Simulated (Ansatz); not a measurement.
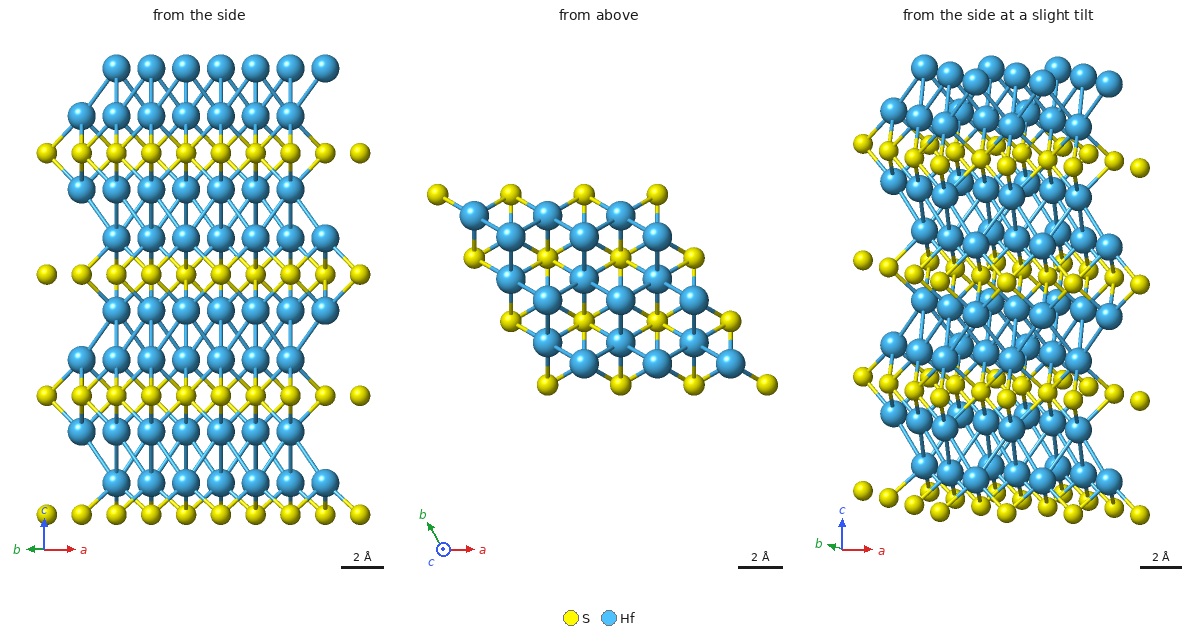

A ball-and-stick picture of a periodic slab, seen from the side, from above and from the side at a slight tilt. The surface normal points up in side views; the vacuum is left out. 3×3 cells are drawn in the plane, with atoms at the edges repeated.

The cell holds 8 Hf, 4 S. The slab was cut from bulk Hf2S (P6_3/mmc).

Question: Which elements lie outermost on each side?

Answer: The top face ends in Hf, the bottom face in S. The faces differ, so the slab can carry a dipole.

Question: What height do the atoms span?

Answer: About 21 Å from the lowest to the highest atom.

Question: Go down through the slab and list the planes.

Answer: Twelve planes: Hf / Hf / S / Hf / Hf / S / Hf / Hf / S / Hf / Hf / S.

Question: On which plane does the slab lie?

Answer: (0 0 1).

Provenance: a structure listed in the Materials Project, from which a slab was cut. The atoms were relaxed in a fixed cell with Ansatz 0.2.0, DFT PBEsol, scalar-relativistic, plane waves, PAW.
